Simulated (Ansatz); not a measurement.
# CoSi₃₅ (cell charge −1, with a compensating background) (cell with a defect): what the fields show

```
Co Si
1.0
    -5.77692    3.33531   -6.36502
     5.77692    3.33531   -6.36502
     0.00000   -6.67061   -6.36502
Co Si
1 35
Direct
  0.42637 0.09270 0.42611
  0.75474 0.09077 0.09242
  0.09267 0.42105 0.42421
  0.75473 0.75899 0.42420
  0.42446 0.42105 0.09242
  0.09267 0.09077 0.75449
  0.75659 0.42291 0.75634
  0.09073 0.75704 0.09047
  0.42446 0.75899 0.75448
  0.04037 0.03400 0.36744
  0.36769 0.03400 0.04011
  0.69950 0.36579 0.36598
  0.36769 0.70665 0.36744
  0.03460 0.36743 0.03434
  0.69949 0.03254 0.69924
  0.36623 0.36579 0.69924
  0.70112 0.70090 0.03434
  0.03460 0.70090 0.70086
  0.30924 0.97552 0.30899
  0.63204 0.96578 0.96503
  0.96529 0.29834 0.29922
  0.63204 0.63159 0.29922
  0.29948 0.29834 0.96504
  0.96529 0.96578 0.63179
  0.63178 0.29809 0.63153
  0.96575 0.63206 0.96549
  0.29948 0.63159 0.63179
  0.91037 0.91049 0.24393
  0.24418 0.91049 0.91011
  0.56791 0.23421 0.25248
  0.24418 0.57667 0.24393
  0.90985 0.24272 0.90960
  0.56790 0.91906 0.56764
  0.25273 0.23421 0.56765
  0.57640 0.57617 0.90960
  0.90985 0.57617 0.57615
```

The program warned that a starting moment wasn't kept; spin-polarised, but the moments vanished.

Method: Ansatz, DFT PBE, scalar-relativistic, plane waves, PAW.

Core electrons are frozen (PAW), and the valence fields are smoothed inside the atomic spheres.

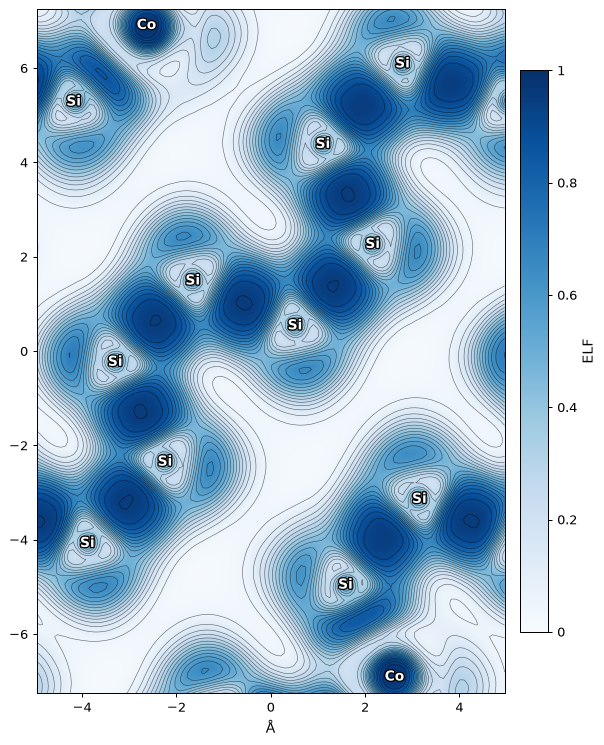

Figure 1. ELF on the (101̄) plane of the calculation cell.

Question: What does the map show?

Answer:
- The section cuts through Co and Si sites.
- Co–Si (2.21 Å): the ELF peaks at about 0.85 in the valence shell of Si, 0.8 Å from its nucleus, and is about 0.60 at the midpoint.
- Si–Si (2.37 Å): the ELF peaks at about 0.95 between the atoms: localised, covalent bonding.
- The features right at Co lie inside the PAW spheres, where the map follows smoothed inner orbitals and isn't to be read closely.

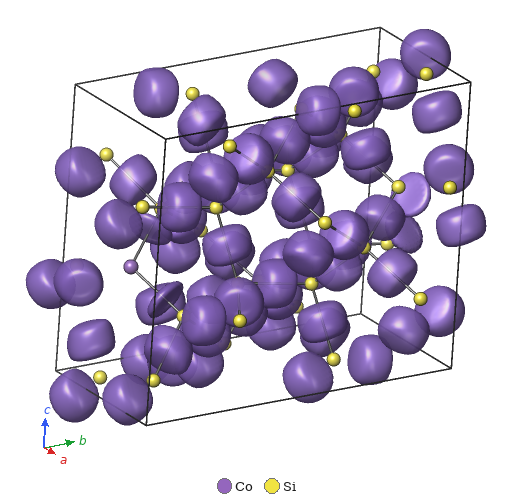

Figure 2. Isosurface of the electron localisation function at 0.75 (purple), seen slightly off an axis. Only the valence region is drawn (cores and ρ < 0.01 e/Å³ removed). Sticks mark near contacts.

Question: What do the ELF domains correspond to?

Answer: At this value the surface marks out 68 regions between bonded Si–Si atoms (shared pairs) and four lobes of the valence shell of Si pointing towards Co (polar bonds), counted in one cell of 36 atoms. Any copies at cell faces, edges or corners count once.

Question: Metal or insulator at this level of theory?

Answer: It is gapped, with a Kohn–Sham gap of 0.38 eV on the k-point mesh, an upper bound to the gap of this method.
